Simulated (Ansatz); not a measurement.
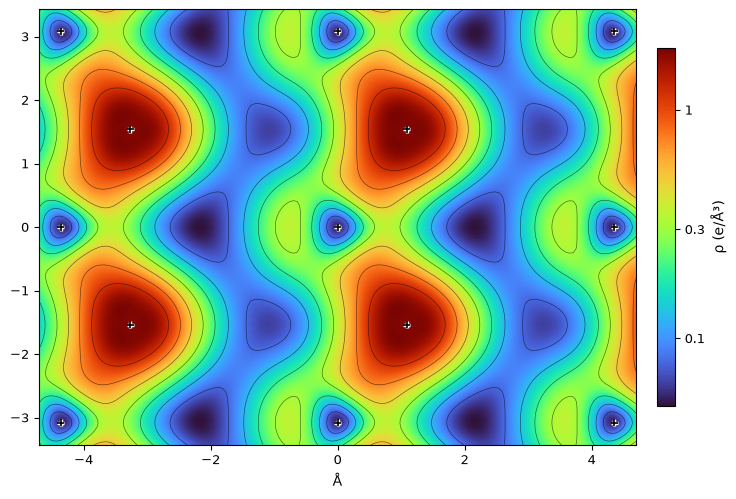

The valence pseudo-density on a plane through atoms (crosses mark nuclei in the plane).

Theory: Ansatz 0.2.0, DFT, PBE, plane waves, PAW.

Candidates:
A. ZrS₂, a = 3.49 Å, b = 3.49 Å, c = 5.98 Å, α = 90.00°, β = 90.00°, γ = 120.00°. Space group P-3m1; a structure from a database of computed crystals, not necessarily the ambient phase; started from the database structure prototype, which need not be the ambient phase; changed on purpose from its base cell (epitaxial xy strain -5.1%); computed pressure about 8 GPa in this cell.
B. SiC, a = 4.36 Å, b = 4.36 Å, c = 4.36 Å, α = 90.00°, β = 90.00°, γ = 90.00°. Space group F-43m; started from the zincblende prototype, which need not be the ambient phase; computed pressure about 4 GPa in this cell.

**Which candidate gave the map?**

Candidate B: SiC on the (110) plane of the conventional cell, which holds Si and C. Si–C (1.89 Å): ρ at the midpoint is about 0.89 e/Å³.
